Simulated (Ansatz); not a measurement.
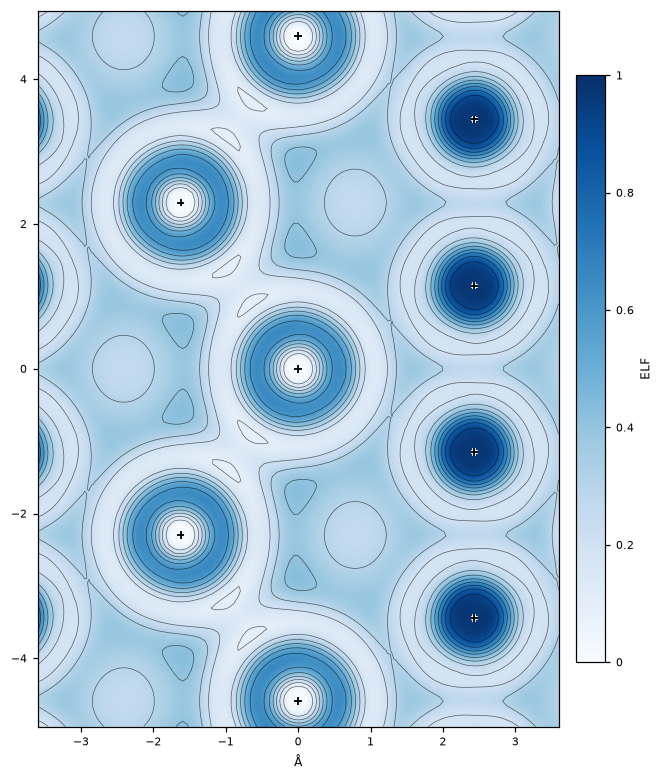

The electron localisation function on a plane through atoms (crosses mark nuclei in the plane).

Theory: Ansatz 0.2.0, DFT LDA, scalar-relativistic, plane waves, PAW.

Candidates:
A. TiCo2, a = 6.49 Å, b = 6.49 Å, c = 6.49 Å, α = 90.00°, β = 90.00°, γ = 90.00°. Space group Fd-3m; computed without spin polarisation.
B. BN, a = 2.50 Å, b = 6.66 Å, c = 2.50 Å, α = 90.00°, β = 120.00°, γ = 90.00°. Space group P2₁/m; computed pressure about −5 GPa in this cell.

Which system is this?

Candidate A: TiCo2 on the (101) plane of the conventional cell, which holds Ti and Co. Co–Co (2.30 Å): the ELF is about 0.25 at the midpoint: no localised pair shows between them. Ti–Co (2.69 Å): the ELF is about 0.30 at the midpoint: no shared electron pair shows on this line.
